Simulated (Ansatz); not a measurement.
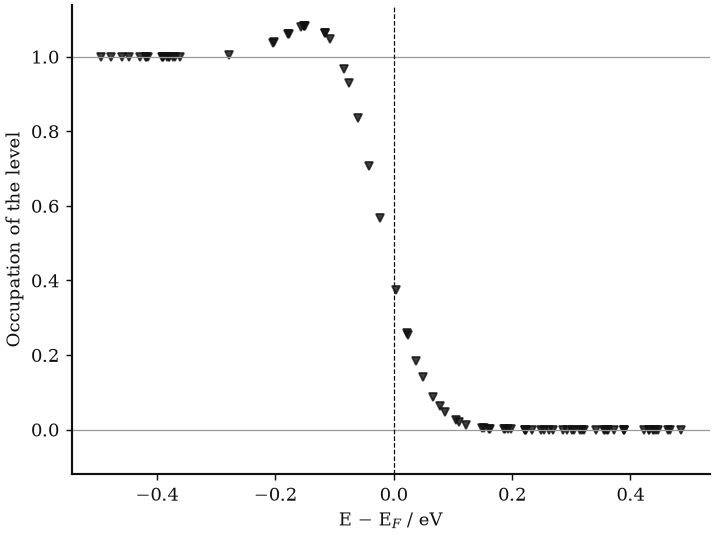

Occupations of the one-electron levels of the k mesh against their energy, from a run on Rh, space group P6_3/mmc (No. 194), 4 atoms in the cell, with Ansatz.

Name the smearing function and its width.

cold (Marzari-Vanderbilt) smearing with a width of 0.1 eV. The occupations overshoot 1 below the Fermi level (up to 1.08) but never turn negative, and they are not symmetric about it.
